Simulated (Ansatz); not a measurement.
# Sc in Cu(111), 2x2: scattering by a point defect, part 2 of 3

Wanted: the reflection from a plane of defects, Sc in Cu(111), 2x2, and the resistivity it implies.

Ansatz 0.2.0; Ansatz plane-wave DFT, PBE, PAW files; ballistic transport by layer matching (Landauer), zero bias; PAW set soft_1 (the session's first sound run).

So far, resistivity per at.% scaled from this dense plane, with the factor 3/4 for isotropic scattering (µΩ cm): step 3 (resistance at ideal sites) 6.62.

## (4) Relaxing the neighbours

The neighbours of the defect are let go while the lead's layers stay on their sites, since a lead must repeat to 0.01 Å.

This step: Ansatz plane-wave DFT, PBE, PAW files; relaxation with the lead's layers held; PAW set soft_1 (Ansatz 0.2.0).

The input, input.yaml:

```yaml
crystal:
  lattice:
    - [5.1123254594, 0.0, 0.0]
    - [-2.5561627297, 4.4274037203, 0.0]
    - [-1.2780813649, 0.73790062, 22.9580794202]
  atoms:
    - { symbol: Cu, position: [0.0075757576, 0.9924242424, 0.0454545455] }
    - { symbol: Cu, position: [0.0075757576, 0.4924242424, 0.0454545455] }
    - { symbol: Cu, position: [0.5075757576, 0.9924242424, 0.0454545455] }
    - { symbol: Cu, position: [0.5075757576, 0.4924242424, 0.0454545455] }
    - { symbol: Cu, position: [0.1893939394, 0.3106060606, 0.1363636364] }
    - { symbol: Cu, position: [0.1893939394, 0.8106060606, 0.1363636364] }
    - { symbol: Cu, position: [0.6893939394, 0.3106060606, 0.1363636364] }
    - { symbol: Cu, position: [0.6893939394, 0.8106060606, 0.1363636364] }
    - { symbol: Cu, position: [0.3712121212, 0.1287878788, 0.2272727273] }
    - { symbol: Cu, position: [0.3712121212, 0.6287878788, 0.2272727273] }
    - { symbol: Cu, position: [0.8712121212, 0.1287878788, 0.2272727273] }
    - { symbol: Cu, position: [0.8712121212, 0.6287878788, 0.2272727273] }
    - { symbol: Cu, position: [0.053030303, 0.946969697, 0.3181818182] }
    - { symbol: Cu, position: [0.053030303, 0.446969697, 0.3181818182] }
    - { symbol: Cu, position: [0.553030303, 0.946969697, 0.3181818182] }
    - { symbol: Cu, position: [0.553030303, 0.446969697, 0.3181818182] }
    - { symbol: Cu, position: [0.2348484848, 0.2651515152, 0.4090909091] }
    - { symbol: Cu, position: [0.2348484848, 0.7651515152, 0.4090909091] }
    - { symbol: Cu, position: [0.7348484848, 0.2651515152, 0.4090909091] }
    - { symbol: Cu, position: [0.7348484848, 0.7651515152, 0.4090909091] }
    - { symbol: Sc, position: [0.4166666667, 0.0833333333, 0.5] }
    - { symbol: Cu, position: [0.4166666667, 0.5833333333, 0.5] }
    - { symbol: Cu, position: [0.9166666667, 0.0833333333, 0.5] }
    - { symbol: Cu, position: [0.9166666667, 0.5833333333, 0.5] }
    - { symbol: Cu, position: [0.0984848485, 0.9015151515, 0.5909090909] }
    - { symbol: Cu, position: [0.0984848485, 0.4015151515, 0.5909090909] }
    - { symbol: Cu, position: [0.5984848485, 0.9015151515, 0.5909090909] }
    - { symbol: Cu, position: [0.5984848485, 0.4015151515, 0.5909090909] }
    - { symbol: Cu, position: [0.2803030303, 0.2196969697, 0.6818181818] }
    - { symbol: Cu, position: [0.2803030303, 0.7196969697, 0.6818181818] }
    - { symbol: Cu, position: [0.7803030303, 0.2196969697, 0.6818181818] }
    - { symbol: Cu, position: [0.7803030303, 0.7196969697, 0.6818181818] }
    - { symbol: Cu, position: [0.4621212121, 0.0378787879, 0.7727272727] }
    - { symbol: Cu, position: [0.4621212121, 0.5378787879, 0.7727272727] }
    - { symbol: Cu, position: [0.9621212121, 0.0378787879, 0.7727272727] }
    - { symbol: Cu, position: [0.9621212121, 0.5378787879, 0.7727272727] }
    - { symbol: Cu, position: [0.1439393939, 0.8560606061, 0.8636363636] }
    - { symbol: Cu, position: [0.1439393939, 0.3560606061, 0.8636363636] }
    - { symbol: Cu, position: [0.6439393939, 0.8560606061, 0.8636363636] }
    - { symbol: Cu, position: [0.6439393939, 0.3560606061, 0.8636363636] }
    - { symbol: Cu, position: [0.3257575758, 0.1742424242, 0.9545454545] }
    - { symbol: Cu, position: [0.3257575758, 0.6742424242, 0.9545454545] }
    - { symbol: Cu, position: [0.8257575758, 0.1742424242, 0.9545454545] }
    - { symbol: Cu, position: [0.8257575758, 0.6742424242, 0.9545454545] }
kpoints:
  mp_grid: { grid: [5, 5, 1] }
hamiltonian:
  xc: pbe
  pseudopotentials: { kind: paw, azcp: { folder: soft_1 } }
scf:
  occupations: { method: fermi_dirac, width: 0.1 }
relax:
  f_tol: 0.03
  max_steps: 40
  constraints:
    - { sites: [0, 1, 2, 3, 4, 5, 6, 7, 8, 9, 10, 11, 32, 33, 34, 35, 36, 37, 38, 39, 40, 41, 42, 43] }
```

The run is started by

```sh
$ ansatz run input.yaml --threads 4 --pin off --max-ram 15360MiB --backend cpu --events-out ev --progress --plain --runs-dir out
```

Numbers of over 12 decimals in the logs are rounded to 6 here.

Output:

```text
[...]
Crystal: 44 atoms, lattice volume = 519.641 Å³
Basis set: ecut = 420 eV, 10219 PW (Γ), exchange–correlation on 72×72×320 points (8 copies of the dense FFT grid, shifted against one another)
Bands: 497, of which v1, the nominal top of the filled ones, is band 414 counted from 1 (413 counted from 0)
Symmetry: 4 space group operations
[...]
k-points: 9 of 25
[...]
SCF iter   1: F=—  HF=-287092.959977 eV  |F-HF|=—  |Δ(HF+E_count)|=         —  Δρ=3.80e-1  dr2=2.84e3  ethr=3.10e-3  ⟨swp⟩=4.6  Hψ=13205  notcnv=0  defer=30
[...]
SCF iter  14: F=-287018.422420 eV  HF=-287018.422424 eV  |F-HF|=3.57e-6  |Δ(HF+E_count)|=   4.66e-6  Δρ=1.28e-5  dr2=4.06e-6  ethr=2.72e-9  ⟨swp⟩=3.0  Hψ=11949  notcnv=0
SCF 1 converged in 14 iterations: F = -287018.422420 eV  dr2 = 4.06e-6
[...]
relax step   1: F+E_penalty+E_count = -287018.42242007 eV  Δ(F+E_penalty+E_count) = +0.000e0 eV  max|allowed force component| = 5.571e-1 eV/Å  Δτ_max = 0.0000 Å  (14 SCF iters, dr2 threshold 2.25e-5 eV, accepted)
[...]
iter 1 solved again at ethr=9.78e-6 eV; its pass at ethr=3.10e-3 eV (dr2=8.10e-2 eV) is discarded
[...]
SCF iter   7: F=-287018.545749 eV  HF=-287018.545753 eV  |F-HF|=3.82e-6  |Δ(HF+E_count)|=   1.84e-6  Δρ=1.45e-5  dr2=3.76e-6  ethr=2.34e-9  ⟨swp⟩=3.0  Hψ=10183  notcnv=0
SCF 2 converged in 7 iterations: F = -287018.545749 eV  dr2 = 3.76e-6
[...]
relax step   2: F+E_penalty+E_count = -287018.54574874 eV  Δ(F+E_penalty+E_count) = -1.233e-1 eV  max|allowed force component| = 3.069e-1 eV/Å  Δτ_max = 0.0391 Å  (7 SCF iters, dr2 threshold 1.94e-5 eV, accepted)
SCF iter   1: F=—  HF=-287018.633440 eV  |F-HF|=—  |Δ(HF+E_count)|=         —  Δρ=4.90e-3  dr2=1.32e-1  ethr=1.28e-4  ⟨swp⟩=5.0  Hψ=9153  notcnv=0  defer=530
[...]
SCF iter   7: F=-287018.605181 eV  HF=-287018.605184 eV  |F-HF|=3.49e-6  |Δ(HF+E_count)|=   1.41e-7  Δρ=2.77e-5  dr2=3.26e-6  ethr=7.11e-10  ⟨swp⟩=2.0  Hψ=12170  notcnv=0
SCF 3 converged in 7 iterations: F = -287018.605181 eV  dr2 = 3.26e-6
relax step   3: F+E_penalty+E_count = -287018.60518081 eV  Δ(F+E_penalty+E_count) = -5.943e-2 eV  max|allowed force component| = 4.195e-2 eV/Å  Δτ_max = 0.0496 Å  (7 SCF iters, dr2 threshold 5.88e-6 eV, accepted)
SCF iter   1: F=—  HF=-287018.605988 eV  |F-HF|=—  |Δ(HF+E_count)|=         —  Δρ=4.30e-4  dr2=4.29e-4  ethr=1.25e-6  ⟨swp⟩=4.1  Hψ=8051  notcnv=0  defer=530
[...]
SCF iter   6: F=-287018.605600 eV  HF=-287018.605600 eV  |F-HF|=3.13e-8  |Δ(HF+E_count)|=   4.49e-8  Δρ=2.51e-6  dr2=3.17e-8  ethr=1.21e-11  ⟨swp⟩=3.0  Hψ=11855  notcnv=0
SCF 4 converged in 6 iterations: F = -287018.605600 eV  dr2 = 3.17e-8
relax step   4: F+E_penalty+E_count = -287018.60560046 eV  Δ(F+E_penalty+E_count) = -4.196e-4 eV  max|allowed force component| = 3.202e-3 eV/Å  Δτ_max = 0.0071 Å  (6 SCF iters, accepted)
SCF converged after 6 iterations
Free energy (F): -287018.605600 eV
[...]
Internal energy: -287018.096517 eV  (E = F + TS)
E sigma→0 (E₀):  -287018.351059 eV
Entropy (-TS):   -0.509083 eV (-11.570 meV/atom)
Fermi energy:    16.495682 eV
[...]
--- Forces (eV/Å), atoms counted from 1 ---
  atom   1  Cu    -0.00315416     0.00130910     0.00427452
  atom   2  Cu     0.00213562    -0.00123300    -0.01220432
  atom   3  Cu     0.00319733    -0.00184598     0.01209883
  atom   4  Cu    -0.00271079     0.00207703     0.00427452
  atom   5  Cu    -0.01045807     0.00603797    -0.00122586
  atom   6  Cu    -0.00617744    -0.01503395    -0.01098977
  atom   7  Cu     0.00993107     0.01286680    -0.01098977
  atom   8  Cu     0.00695953    -0.00401809    -0.02273735
  atom   9  Cu     0.00063593    -0.00036716    -0.12118311
  atom  10  Cu     0.06673462     0.03956264    -0.16190376
  atom  11  Cu    -0.00089494    -0.07757520    -0.16190376
  atom  12  Cu    -0.06425240     0.03709614    -0.15379047
  atom  13  Cu     0.00072603     0.00024275     0.00007345
  atom  14  Cu     0.00009245    -0.00005338     0.00244047
  atom  15  Cu    -0.00041307     0.00023848    -0.00006260
  atom  16  Cu     0.00015279    -0.00075013     0.00007345
  atom  17  Cu    -0.00320178     0.00184855    -0.00137355
  atom  18  Cu    -0.00000864    -0.00187365     0.00082655
  atom  19  Cu     0.00161831     0.00094431     0.00082655
  atom  20  Cu     0.00012393    -0.00007155     0.00204651
  atom  21  Sc     0.00000000     0.00000000     0.00000000
  atom  22  Cu     0.00000000     0.00000000     0.00000000
  atom  23  Cu    -0.00000000     0.00000000     0.00000000
  atom  24  Cu     0.00000000     0.00000000     0.00000000
  atom  25  Cu    -0.00161831    -0.00094431    -0.00082655
  atom  26  Cu    -0.00012393     0.00007155    -0.00204651
  atom  27  Cu     0.00320178    -0.00184855     0.00137355
  atom  28  Cu     0.00000864     0.00187365    -0.00082655
  atom  29  Cu     0.00041307    -0.00023848     0.00006260
  atom  30  Cu    -0.00015279     0.00075013    -0.00007345
  atom  31  Cu    -0.00072603    -0.00024275    -0.00007345
  atom  32  Cu    -0.00009245     0.00005338    -0.00244047
  atom  33  Cu    -0.00063593     0.00036716     0.12118311
  atom  34  Cu    -0.06673462    -0.03956264     0.16190376
  atom  35  Cu     0.00089494     0.07757520     0.16190376
  atom  36  Cu     0.06425240    -0.03709614     0.15379047
  atom  37  Cu    -0.00993107    -0.01286680     0.01098977
  atom  38  Cu    -0.00695953     0.00401809     0.02273735
  atom  39  Cu     0.01045807    -0.00603797     0.00122586
  atom  40  Cu     0.00617744     0.01503395     0.01098977
  atom  41  Cu    -0.00319733     0.00184598    -0.01209883
  atom  42  Cu     0.00271079    -0.00207703    -0.00427452
  atom  43  Cu     0.00315416    -0.00130910    -0.00427452
  atom  44  Cu    -0.00213562     0.00123300     0.01220432
  max |Σ_I F_I| component: 8.15e-17 eV/Å
--- Relaxed structure (4 steps of the walk, 4 accepted, 0 SCFs on fresh bases) ---
  F+E_penalty+E_count = -287018.60560046 eV   max|allowed force component| = 3.202e-3 eV/Å
  atoms:
    - { symbol: Cu, position: [0.00757576, 0.992424, 0.0454545455] }
    - { symbol: Cu, position: [0.00757576, 0.492424, 0.045455] }
    - { symbol: Cu, position: [0.507576, 0.992424, 0.0454545455] }
    - { symbol: Cu, position: [0.507576, 0.492424, 0.0454545455] }
    - { symbol: Cu, position: [0.189394, 0.310606, 0.136364] }
    - { symbol: Cu, position: [0.189394, 0.810606, 0.1363636364] }
    - { symbol: Cu, position: [0.689394, 0.310606, 0.1363636364] }
    - { symbol: Cu, position: [0.689394, 0.810606, 0.136364] }
    - { symbol: Cu, position: [0.371212, 0.128788, 0.2272727273] }
    - { symbol: Cu, position: [0.371212, 0.628788, 0.2272727273] }
    - { symbol: Cu, position: [0.871212, 0.128788, 0.2272727273] }
    - { symbol: Cu, position: [0.871212, 0.628788, 0.2272727273] }
    - { symbol: Cu, position: [0.051529, 0.946328, 0.317188] }
    - { symbol: Cu, position: [0.052650, 0.447350, 0.314962] }
    - { symbol: Cu, position: [0.553635, 0.946365, 0.317168] }
    - { symbol: Cu, position: [0.553672, 0.448471, 0.317188] }
    - { symbol: Cu, position: [0.231656, 0.268344, 0.405405] }
    - { symbol: Cu, position: [0.231533, 0.759492, 0.405336] }
    - { symbol: Cu, position: [0.740508, 0.268467, 0.405336] }
    - { symbol: Cu, position: [0.735142, 0.764858, 0.409492] }
    - { symbol: Sc, position: [0.416667, 0.083333, 0.5] }
    - { symbol: Cu, position: [0.416667, 0.583333, 0.5] }
    - { symbol: Cu, position: [0.916667, 0.083333, 0.5] }
    - { symbol: Cu, position: [0.916667, 0.583333, 0.5] }
    - { symbol: Cu, position: [0.092825, 0.898200, 0.594664] }
    - { symbol: Cu, position: [0.098191, 0.401809, 0.590508] }
    - { symbol: Cu, position: [0.601677, 0.898323, 0.594595] }
    - { symbol: Cu, position: [0.601800, 0.407175, 0.594664] }
    - { symbol: Cu, position: [0.279699, 0.220301, 0.682832] }
    - { symbol: Cu, position: [0.279661, 0.718196, 0.682812] }
    - { symbol: Cu, position: [0.781804, 0.220339, 0.682812] }
    - { symbol: Cu, position: [0.780684, 0.719316, 0.685038] }
    - { symbol: Cu, position: [0.462121, 0.037879, 0.7727272727] }
    - { symbol: Cu, position: [0.462121, 0.537879, 0.772727] }
    - { symbol: Cu, position: [0.962121, 0.037879, 0.772727] }
    - { symbol: Cu, position: [0.962121, 0.537879, 0.772727] }
    - { symbol: Cu, position: [0.143939, 0.856061, 0.8636363636] }
    - { symbol: Cu, position: [0.143939, 0.356061, 0.8636363636] }
    - { symbol: Cu, position: [0.643939, 0.856061, 0.8636363636] }
    - { symbol: Cu, position: [0.643939, 0.356061, 0.8636363636] }
    - { symbol: Cu, position: [0.325758, 0.174242, 0.9545454545] }
    - { symbol: Cu, position: [0.325758, 0.674242, 0.954545] }
    - { symbol: Cu, position: [0.825758, 0.174242, 0.954545] }
    - { symbol: Cu, position: [0.825758, 0.674242, 0.954545] }
```

It took 2.2 min on 4 threads of Intel Xeon Platinum 8488C (Sapphire Rapids), shared host; peak memory 5.2 GiB.

Step by step:

```
step  energy less that of the first step (eV)  largest force component (eV/Å)
   1                                   0.0000                          0.5571
   2                                  -0.1233                          0.3069
   3                                  -0.1828                          0.0419
   4                                  -0.1832                          0.0032
```

Forces are held to the 4 operations that the run works with; a distortion that breaks them can't arise in this run.

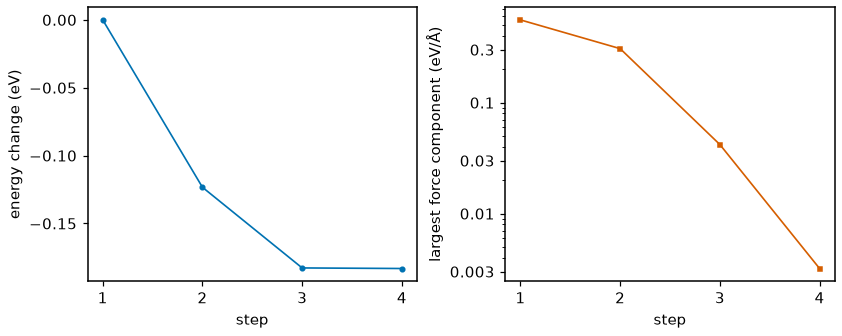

Energy and largest force along the relaxation.

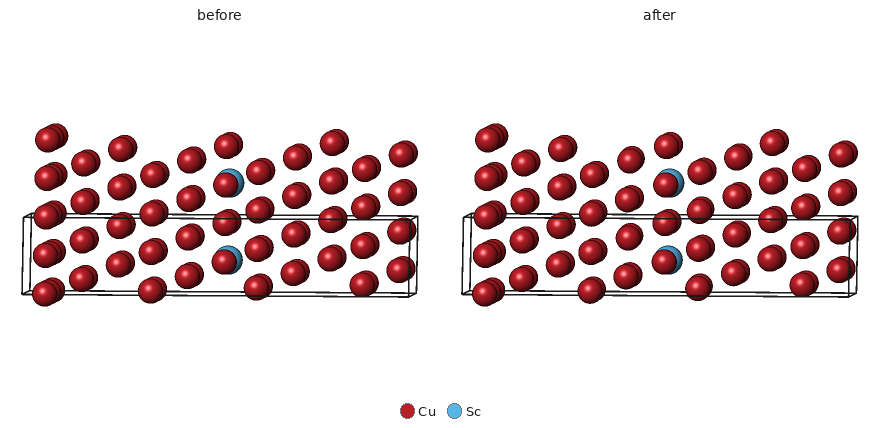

The structure before and after the relaxation, drawn at the same scale.

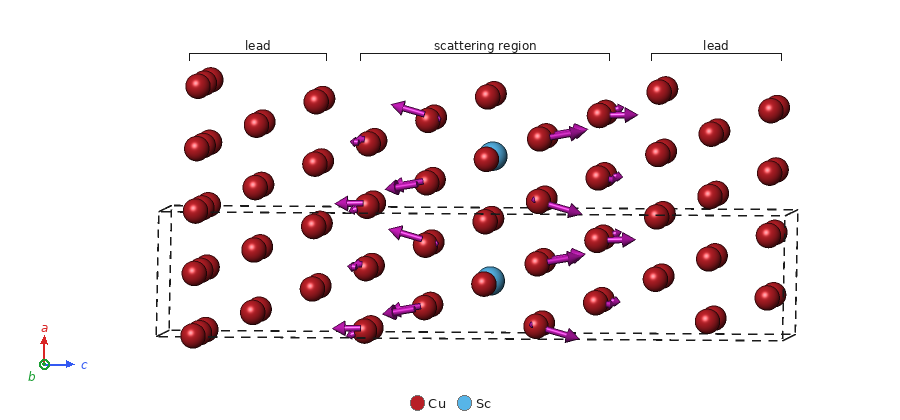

Displacements in the relaxation, exaggerated; the longest in the cell stands for 0.09 Å. 2×1×1 cells are drawn. Some periodic images of atoms are drawn too.

The atoms that moved most (Å):

```
atom      dx      dy      dz  length
Cu25  -0.025  -0.012   0.086   0.091
Cu28  -0.002   0.028   0.086   0.091
Cu19   0.025   0.012  -0.086   0.091
Cu18   0.002  -0.028  -0.086   0.091
Cu27   0.020  -0.011   0.085   0.088
Cu17  -0.020   0.011  -0.085   0.088
Cu32  -0.001   0.001   0.074   0.074
Cu14   0.001  -0.001  -0.074   0.074
```

Numbers from this step:

| Quantity | Value |
| --- | --- |
| free energy | -287018.6056 eV |
| energy at zero smearing | -287018.3511 eV |
| Fermi energy | 16.50 eV |

The largest force component on a free atom ends at 0.0032 eV/Å, under the tolerance of 0.03, after 4 steps.

(Continued in part 3 of 3.)

[Logs are printed without paths, hosts, clocks, repeated set-up lines and the standing remarks that a program may print on its own settings, such as how far it seeks lower states.]

[Hosts, paths, dates, database ids (printed as entryN), source tags and the programs' standing remarks are cut or masked in the printed files.]
